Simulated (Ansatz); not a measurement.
Structure data:

```cif
data_structure
_symmetry_space_group_name_H-M 'P m -3 m'
_symmetry_Int_Tables_number 221
_cell_length_a 3.7637
_cell_length_b 3.7637
_cell_length_c 3.7637
_cell_angle_alpha 90.000
_cell_angle_beta 90.000
_cell_angle_gamma 90.000
_cell_volume 53.31
loop_
_atom_site_label
_atom_site_type_symbol
_atom_site_symmetry_multiplicity
_atom_site_Wyckoff_symbol
_atom_site_fract_x
_atom_site_fract_y
_atom_site_fract_z
_atom_site_occupancy
Ba1 Ba 1 b 0.50000 0.50000 0.50000 1
Ti1 Ti 1 a 0.00000 0.00000 0.00000 1
O1 O 3 d 0.00000 0.50000 0.00000 1
```

Summarise the structure in words.

Answer. Formula: BaTiO$_{3}$. Space group Pm-3m (No. 221), lattice primitive cubic. Structure type: cubic perovskite. Cell content: 1 Ba, 1 Ti, 3 O, that is 1 formula unit. Each Ba atom is coordinated by twelve O in a cuboctahedral arrangement at 2.66 Å. Each Ti has six O in an octahedral arrangement at 1.88 Å. Each O is bonded to four Ba and two Ti in a distorted octahedral arrangement (2.66 Å to Ba, 1.88 Å to Ti). The bonds build a three-dimensional framework.

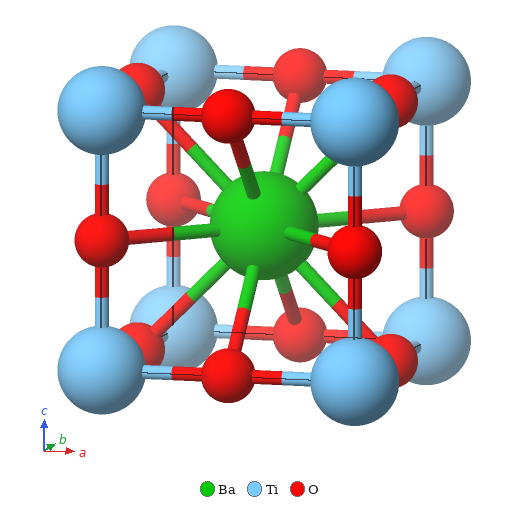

Ball-and-stick model, viewed slightly off an axis. The conventional unit cell is drawn as a box. Colours: barium green, titanium blue, oxygen red.

Provenance: a structure listed in the Materials Project. Earlier steps of the study may have refined or changed the cell and positions. A calculation with Ansatz used it as input.

At this level of theory the cell isn't at rest (compressed, at 50 GPa), so its distances can differ from those at equilibrium, the more so the softer the solid.
